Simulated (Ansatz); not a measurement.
```
Hf S
1.0
     3.57076    0.00000    0.00000
    -1.78538    3.09237    0.00000
     0.00000    0.00000    5.78195
Hf S
1 2
Cartesian
  0.0000 0.0000 0.0000
  0.0000 2.0616 1.4597
  1.7854 1.0308 4.3222
```

Space group P-3m1; started from the 1T (CdI2) bulk prototype, which need not be the ambient phase; changed on purpose from its base cell (hydrostatic strain -1.6%); computed pressure about 5 GPa in this cell.

Theory: Ansatz, DFT, PBE, plane waves, PAW.

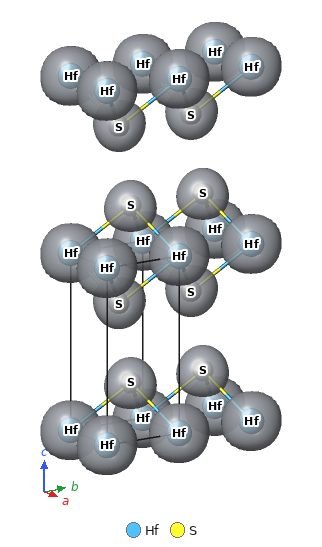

HfS₂. Isosurface of the valence pseudo-density at 0.8 e/Å³ (grey), seen slightly off an axis. Sticks mark near contacts.

Q: What does this surface tell about the bonding?

A: At this value the density breaks into separate islands; it holds about 70 % of the electrons treated as valence (semicore included). It bridges none of the near contacts. It is pinched off along the shortest Hf–S (2.53 Å) contacts. On the grid the lowest density along these lines, outside the cores, is 0.47 e/Å³ (Hf–S, 2.53 Å).

Q: Metal or insulator at this level of theory?

A: It is gapped, with a Kohn–Sham gap of 0.83 eV on the k-point mesh, an upper bound to the gap of this method.
